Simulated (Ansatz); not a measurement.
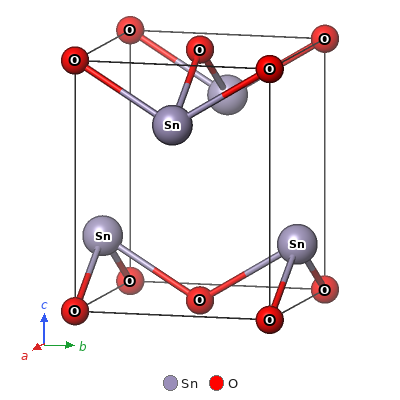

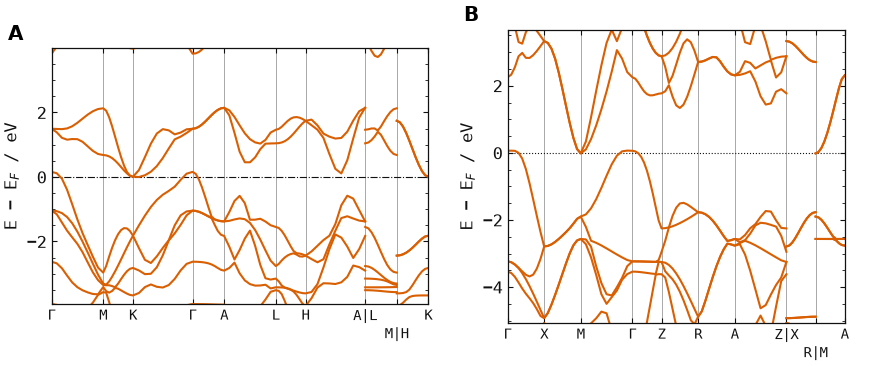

The first picture shows a structure, the second two computed band structures of different materials (energies from the Fermi level, put mid-gap where there is a gap). The structure was calculated with DFT, PBE, plane waves, PAW, no spin polarisation (Ansatz).

Q: Which plot belongs to the structure shown?

A: B. The structure is SnO, space group P4/nmm (No. 129), 4 atoms in the cell, and the calculation gives a metal. The other plot: A is PtSe2, space group P-3m1 (No. 164), 3 atoms in the cell (PBE, metal).
